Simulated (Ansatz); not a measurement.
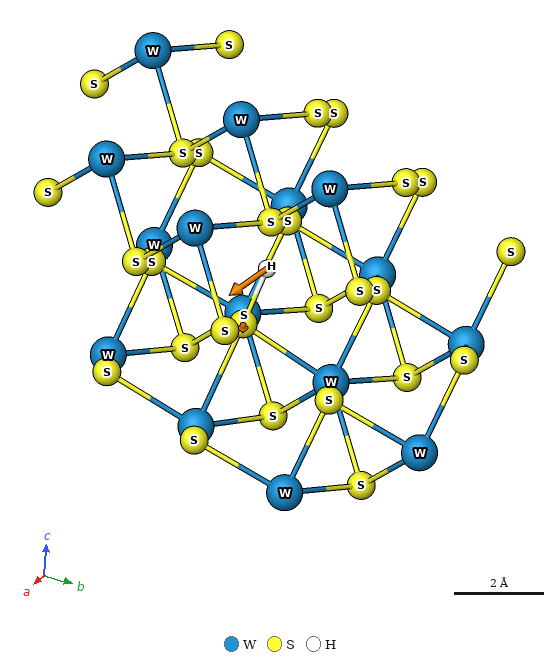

A relaxation of a defect cell of composition HW24S48 (cell charge +1) (coarse preliminary run). The starting structure is drawn; orange arrows show the displacements, at their true length.

The picture is a ball-and-stick view of the atoms within 5.8 Å of the atom that moves most (axes of the cell of the calculation (origin shifted)), seen slightly off an axis.

Case: H interstitial, charge +1, atoms relaxed at the host's cell.

Method: DFT PBE, scalar-relativistic, plane waves, PAW (Ansatz 0.2.0). Settings: plane-wave cutoff 420 eV; k-point mesh 1 × 1 × 1; occupations gaussian; smearing width 0.01 eV; no spin polarisation; atoms relaxed in a fixed cell; force threshold 0.025 eV/Å; at most 45 steps.

**Atoms of which element are displaced furthest, and by how much?**

Hydrogen: up to 1.14 Å, against 0.27 Å for sulfur.

**Describe the change and its energy.**

Over 8 accepted moves (10 points after the start) the energy falls by 0.614 eV per cell of the calculation. The largest force component goes from 0.96 to 0.014 eV/Å. 2 steps only repeated the SCF at the same geometry. The atom that moves furthest is the H atom (1.14 Å roughly along [0 −1 −1]). By element the largest moves are H 1.14 Å, S 0.27 Å, W 0.07 Å. The cell doesn't change. Some distances before and after: S–W 2.674 → 2.392 Å, W–W 3.180 → 3.284 Å, H–S 1.435 → 1.370 Å, S–W 2.446 → 2.389 Å. Among the angles between lasting bonds that change: W–S–H 177.8° → 127.3°, W–S–H 103.6° → 127.6°, W–S–W 78.0° → 86.8°.

Limits of the set-up: the cell is charged, on a uniform background, and energies carry no finite-size correction.
